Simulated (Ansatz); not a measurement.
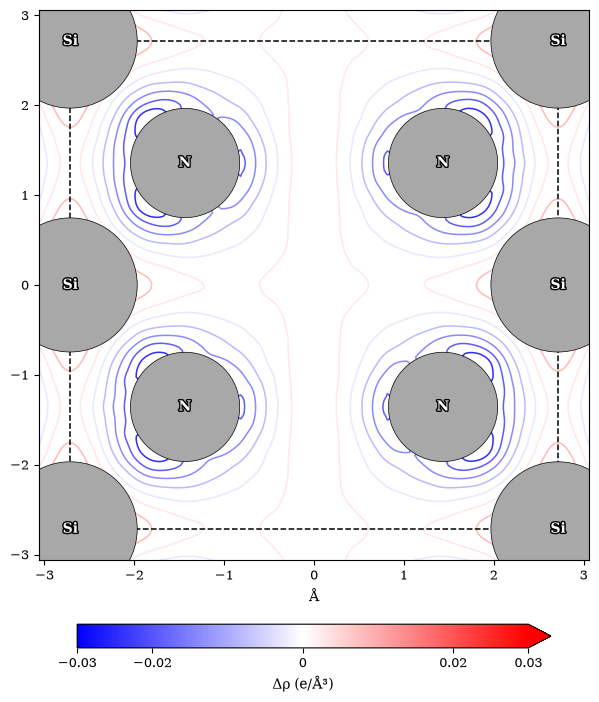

Si3N4. Difference of the valence pseudo-densities of two functionals at the same geometry, on the (011) plane of the calculation cell: one of PBE and r2SCAN less the other.

Both computed with Ansatz (plane waves, PAW), on the same k-point mesh. Grey discs cover the atomic cores.

Which was subtracted from which, and what does the map show?

Answer. It is PBE less r2SCAN. Against r2SCAN, PBE gives less density around N (−0.015 e/Å³ on average at 0.8 Å from the nucleus) and a change of −0.010 e/Å³ at the midpoint of Si–N.
